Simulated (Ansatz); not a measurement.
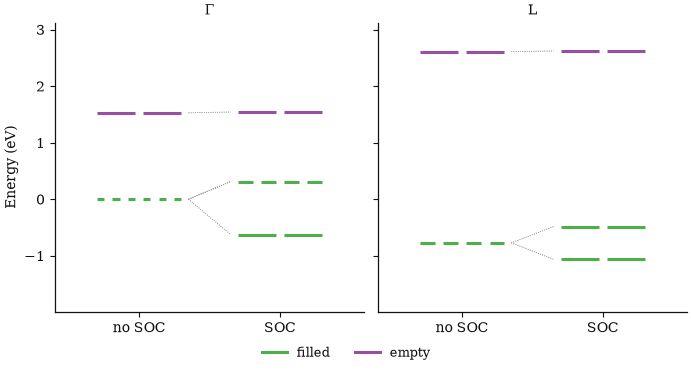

Levels at Γ and L, each bar one state with spin counted. Zero is the valence top without spin-orbit coupling, and the two sets are aligned on the mean of the six top valence states at Γ.

System: zincblende CdTe, space group F-43m (No. 216), 2 atoms in the primitive cell, relaxed with r2SCAN; cubic a = 6.560 Å. Run without spin-orbit coupling: HSE06, Ansatz PAW set, 4×4×4 k mesh, 420 eV cutoff, fixed occupations (Ansatz 0.2.0). Run with it: HSE06, Ansatz PAW set, 4×4×4 k mesh, 420 eV cutoff, fixed occupations (Ansatz). Neither carries moments.

### How does spin-orbit coupling split the valence top at Γ?

The threefold valence top at Γ (six states with spin) splits into a fourfold level on top and a twofold one 0.94 eV below it, the split-off level.

### What happens to the direct gaps?

The vertical gap goes from 1.53 to 1.23 eV at Γ and from 3.38 to 3.10 eV at L. A third of the splitting is 0.31 eV, which accounts for the change at Γ: the fourfold level rises by about that much.

### And the smallest gap over all k points computed?

It narrows from 1.53 eV (valence top at Γ, conduction bottom at Γ) to 1.23 eV.

The k mesh is thin for exact exchange. The PAW data sets were made with another functional.
